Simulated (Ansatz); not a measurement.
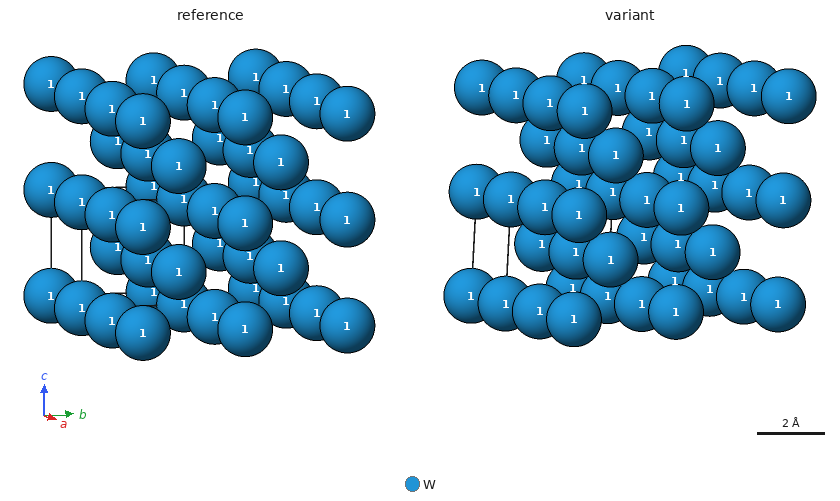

Left: a symmetric starting cell of W. Right: the same structure after one change, at the same scale. The picture is a spheres-only view of the conventional cell (2 times the calculation's cell), repeated 3 × 2 × 2 with one cell outlined, seen slightly off an axis. Lengths and directions refer to the drawn axes.

All numbers below come from Ansatz, DFT PBE, scalar-relativistic, plane waves, PAW. Settings: plane-wave cutoff 420 eV; k-point mesh 15 × 15 × 15; occupations gaussian; smearing width 0.1 eV; no spin polarisation.

What was changed?

The cell is strained by +6.6 % along [1 1 1] and −5.4 % across it (volume −4.5 %), the atoms keeping their fractional coordinates. No relaxation follows. The starting cell wasn't computed here and needn't be at equilibrium, so pressure and forces aren't due to the change alone.

And its effect?

Some distances before and after: W–W 2.767 → 2.657 to 2.950 Å. The space group (tolerance 0.01 Å) goes from Im-3m (No. 229) to R-3m (No. 166). The pressure is 14.8 GPa (not all of it need come from the change, since the unchanged cell can be under pressure at this level too). The principal stresses (compression positive) are −5.8 GPa along [1 1 1] and 25.2 GPa across it. All forces vanish by symmetry.
